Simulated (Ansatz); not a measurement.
# Energy of Na along an even scaling of the cell

System: Na (Im-3m, 1 atom in the cell).
Method: Kohn-Sham DFT of a periodic cell, PBEsol, all-electron LAPW, scalar-relativistic, no spin polarisation (Ansatz 0.2.0).

The 7 runs differ only in the geometry, by an even scaling of the cell at fixed fractional positions. The structure derives from an entry of the Crystallography Open Database.

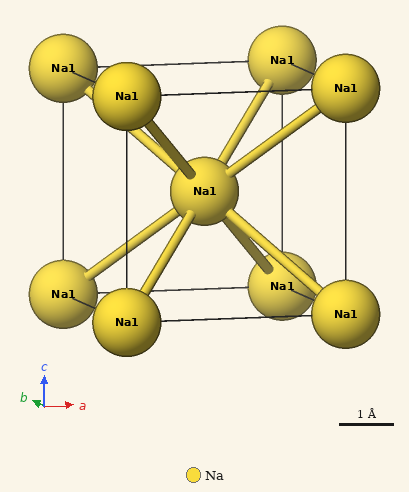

Figure 1. The structure of run 4 (ball-and-stick view of the cell 2 times as large as that of the calculation, set on its symmetry axes, seen slightly off an axis; atoms are numbered from 1 in the order of the input).

### Input of run 4
```yaml
crystal:
  lattice:
    - [-2.141, 2.141, 2.141]
    - [2.141, -2.141, 2.141]
    - [2.141, 2.141, -2.141]
  atoms:
    - { symbol: Na, position: [0.0, 0.0, 0.0] }
kpoints:
  mp_grid: { grid: [9, 9, 9] }
scf:
  occupations: { method: fermi_dirac, width: 0.05 }
hamiltonian:
  xc: pbesol
  pseudopotentials: { kind: all_electron, lapw: { basis_error: 0.0005 } }
output:
  forces: true
  stress: true
  eigenvalues: true
```

Command:
```bash
ansatz run input.yaml --threads 1 --pin off --max-ram 3072MiB --backend cpu --events-out ev --progress --plain --runs-dir out
```

Run 3 differs from it as follows:
```diff
-    - [-2.141, 2.141, 2.141]
-    - [2.141, -2.141, 2.141]
-    - [2.141, 2.141, -2.141]
+    - [-2.1266304395, 2.1266304395, 2.1266304395]
+    - [2.1266304395, -2.1266304395, 2.1266304395]
+    - [2.1266304395, 2.1266304395, -2.1266304395]
```

### Results, with one run withheld

```tsv
run	volume per atom (Å³)	free energy per atom, from the lowest run given (meV)	pressure (GPa)
1	36.901	0.00	−0.14
2	37.686	1.06	−0.29
3	38.471	?	?
4	39.256	5.21	−0.55
5	40.041	8.17	−0.66
6	40.827	11.64	−0.76
7	41.612	15.58	−0.85
```

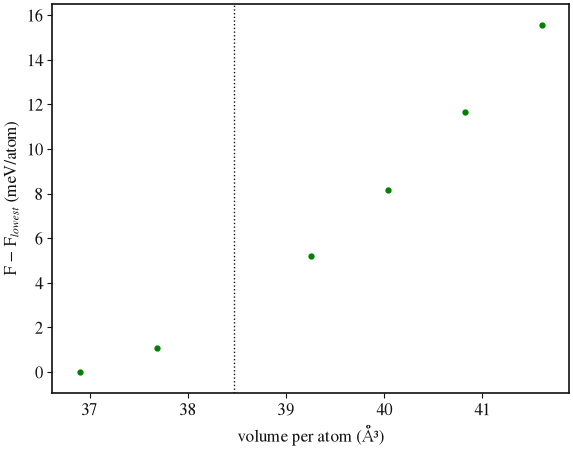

Figure 2. Free energy per atom of the runs given; the dotted line marks run 3.

Fit the runs given and predict run 3.

A cubic polynomial in V^(−2/3) (the Birch–Murnaghan form), fitted to the 6 runs given, misses them by under 0.01 meV per atom. With x = V^(−2/3) − 0.08647 Å⁻², it reads F = 5.4581 − 2377 x + 2.4692e+05 x² − 3.1835e+05 x³ (meV per atom). At run 3 it gives 2.82 meV per atom, and the run itself gives 2.82. The slope of the fit gives a pressure −dF/dV of −0.43 GPa there, and the run prints −0.42 GPa. The fit has no minimum inside this range.

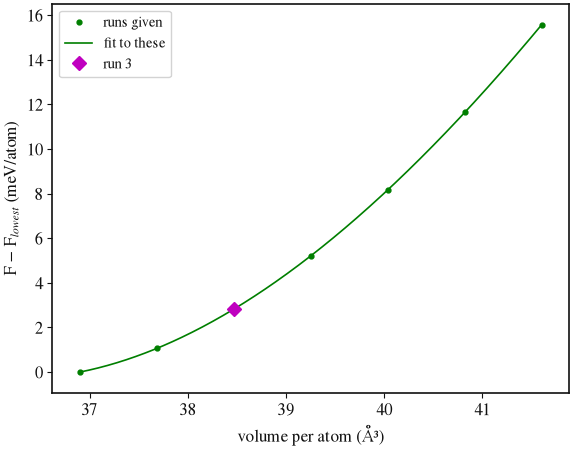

Figure 3. The fit and the withheld run.

### Output, shortened to warnings, some set-up lines, iterations and results (run 3)
```
Basis set: ecut = 85.47435988811249 eV, 79 PW (Γ), exchange–correlation at level 2
Symmetry: 48 space group operations
k-points: 35 of 729
Initial density: superposition of atomic densities (chi_scale 0.1, normalization cell)
[...]
SCF iter   1: F=—  HF=-4409.539292 eV  |F-HF|=—  |Δ(HF+E_count)|=         —  Δρ=1.87e-3  dr2=1.74e-3  ethr=1.94e-5  ⟨swp⟩=3.9  Hψ=2591  notcnv=0
SCF iter   2: F=—  HF=-4409.537883 eV  |F-HF|=—  |Δ(HF+E_count)|=   1.41e-3  Δρ=9.23e-4  dr2=4.25e-4  ethr=1.94e-5  ⟨swp⟩=2.0  Hψ=908  notcnv=0
SCF iter   3: F=—  HF=-4409.537809 eV  |F-HF|=—  |Δ(HF+E_count)|=   7.37e-5  Δρ=1.14e-4  dr2=6.55e-6  ethr=7.28e-8  ⟨swp⟩=2.0  Hψ=1524  notcnv=0
SCF iter   4: F=—  HF=-4409.537774 eV  |F-HF|=—  |Δ(HF+E_count)|=   3.44e-5  Δρ=8.33e-6  dr2=3.51e-8  ethr=7.28e-8  ⟨swp⟩=2.0  Hψ=908  notcnv=0
SCF iter   5: F=-4409.537775 eV  HF=-4409.537775 eV  |F-HF|=9.55e-10  |Δ(HF+E_count)|=   1.23e-7  Δρ=5.23e-7  dr2=1.42e-10  ethr=3.89e-10  ⟨swp⟩=2.1  Hψ=913  notcnv=0
SCF 1 converged in 5 iterations: F = -4409.537775 eV  dr2 = 1.42e-10
SCF converged after 5 iterations
Free energy (F): -4409.537775 eV
Harris-Foulkes:  -4409.537775 eV  (|F-HF|=9.55e-10)
Internal energy: -4409.534510 eV  (E = F + TS)
E sigma→0 (E₀):  -4409.536142 eV
Entropy (-TS):   -0.003265 eV (-3.265 meV/atom)
Fermi energy:    1.406461 eV
--- Per-component energies (eV) ---
  E_band       = -243.213321
  E_kinetic    = 4410.816323
  E_xc         = -379.631186
  E_electrostatic = -8440.719647  (all electrons and nuclei)
  E_smearing   = -0.003265  (= −TS)
  E_closure    = 0.000000  (closes the sum)
  E_atoms      = -4408.143572  (free atoms, spherical and without spin; not in F)
  Σ components = -4409.537775   (vs F -4409.537775, Δ=0.00e0)
  Basis errors (estimates in eV, not in F): energy 1.4e-4 per atom: plane waves 1.4e-4 (7.2e-5 summed), levels above the bands 3.7e-71, relativity 6.0e-10, radial functions 1.3e-6, core shells 1.1e-17; eigenvalues (radial functions only) 1.4e-4; not estimated: angular momenta, meshes, grids; target …
--- Forces (eV/Å), atoms counted from 1 ---
  atom   1  Na    -0.00000000     0.00000000     0.00000000
  max |Σ_I F_I| component: 5.14e-34 eV/Å
--- Stress (GPa, compression-positive) ---
       -0.423716      -0.000000      -0.000000
       -0.000000      -0.423716      -0.000000
       -0.000000      -0.000000      -0.423716
  P = ⅓ Tr σ = -0.4237 GPa (-4.237 kbar)
```
